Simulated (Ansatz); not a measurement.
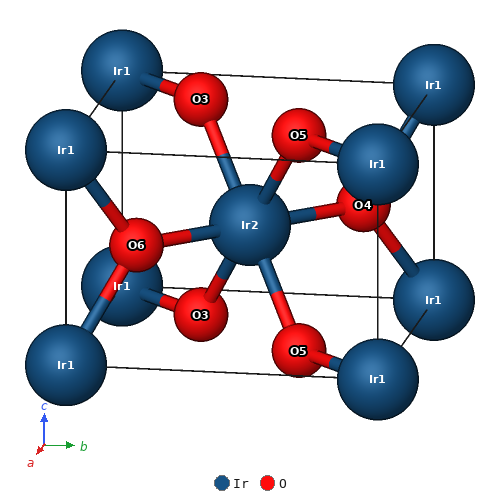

The system is IrO2 (P4_2/mnm, No. 136; 6 atoms in the cell); the picture shows the reference structure. The energy is mapped over a free internal coordinate and the cell. First axis: shift of O3 along [1 1 0] of the conventional cell, Cartesian (0.71 0.71 0), its symmetry partners moved as symmetry demands (measured in the relaxed cell). Second axis: c/a of the conventional cell at fixed volume. Nothing is relaxed (all other coordinates fixed). The grid has 11 × 11 points. Points are written as (first, second). Energies are in meV/atom, from the lowest grid point. The runs have no spin polarisation; a magnetic state may lie lower. Theory: Ansatz 0.2.0, DFT PBE, scalar-relativistic, plane waves, PAW. Settings: cutoff 520 eV, k-mesh 10×10×12 in the order of the run's cell vectors, gaussian smearing 0.15 eV, no spin polarisation.

Its coordinates:

```xyz
6
Lattice="4.5290 0.0000 0.0000 0.0000 4.5290 0.0000 0.0000 0.0000 3.1800" Properties=species:S:1:pos:R:3 pbc="T T T"
Ir    0.0000    0.0000    0.0000
Ir    2.2645    2.2645    1.5900
O     1.3968    1.3968    0.0000
O     0.8677    3.6613    1.5900
O     3.1322    3.1322    0.0000
O     3.6613    0.8677    1.5900
```

Range: shift of O3 along [1 1 0] of the conventional cell, Cartesian (0.71 0.71 0), its symmetry partners moved as symmetry demands (measured in the relaxed cell) from −0.237 to 0.237 Å; c/a of the conventional cell at fixed volume from 0.611 to 0.793.

Q: What will the energy surface look like?

A: The lowest grid point is at (0.000 Å, 0.702). No other kind of well shows on this grid. The highest grid point, (0.237 Å, 0.611), lies 1067 meV/atom above the lowest. Round the minimum the valley is somewhat tilted: raising the first coordinate shifts the best value of the second coordinate upwards (coupling k₁₂/√(k₁₁k₂₂) about −0.5).

```tsv
second ↓, first →	−0.237	−0.190	−0.142	−0.095	−0.047	0.000	0.047	0.095	0.142	0.190	0.237
0.793	1049	754	520	343	219	148	127	154	229	353	529
0.775	962	676	449	277	161	97	83	116	196	324	504
0.757	877	600	380	217	110	56	50	89	174	307	492
0.739	794	527	316	165	70	25	28	74	166	305	497
0.720	715	459	261	123	40	7	18	73	172	319	519
0.702	642	398	215	93	23	0	22	86	194	350	559
0.684	575	347	182	74	17	7	39	114	233	399	619
0.666	516	307	159	67	25	27	72	159	289	468	700
0.647	469	279	150	73	45	61	119	219	363	555	802
0.629	433	264	153	93	79	110	182	297	455	662	926
0.611	411	262	168	125	127	172	260	390	565	788	1067
```

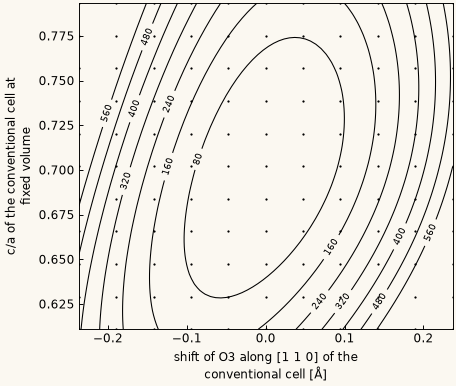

Drawn: contour lines labelled in meV/atom (none above 560), dots at the grid points. Between grid points the surface is interpolated.

Each point was launched as `ansatz run input.yaml --threads 4 --pin off --max-ram 8192MiB --backend cpu --events-out ev --progress --plain --runs-dir out`. Time for the 121 points that were run: 18 min on 4 threads of Intel(R) Xeon(R) Platinum 8259CL CPU @ 2.50GHz (Skylake/Cascade Lake), on a shared host.

PAW datasets: the set soft_1.
